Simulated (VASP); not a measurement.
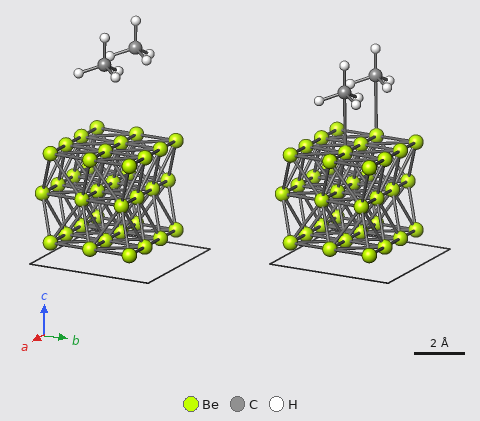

Two geometries of a slab of composition Be$_{18}$H$_{4}$C, drawn at one scale. One is the start of a relaxation, the other its converged end. Style: ball-and-stick. Shown: the 2 × 1 repeat of the cell, outlined in the plane, without the vacuum (origin shifted), slightly off an axis.

The calculation used VASP, Kohn-Sham DFT of a periodic cell, PBEsol, VASP PAW PBE potentials, recommended. Set-up: plane-wave cutoff 520 eV; k-point mesh 5 × 4 × 1; occupations fermi-dirac; smearing width 0.15 eV; no spin polarisation.

Which geometry has the lower energy?

Answer. The left one is the relaxed one. The run lets the atoms move in a fixed cell. 6 atoms are held fixed. The largest moves, 1.14 Å, are those of C and H atoms. Largest moves by element: H 1.14 Å, C 1.13 Å, Be 0.07 Å. The cell stays as it was. Among the contacts that change: Be–C 2.480 → 3.545 Å, Be–Be 2.229 → 2.256 Å, C–H 1.090 → 1.099 Å. Over 51 geometry steps the energy falls by 0.569 eV per cell of the calculation. The largest force component goes from 0.84 to 0.019 eV/Å.
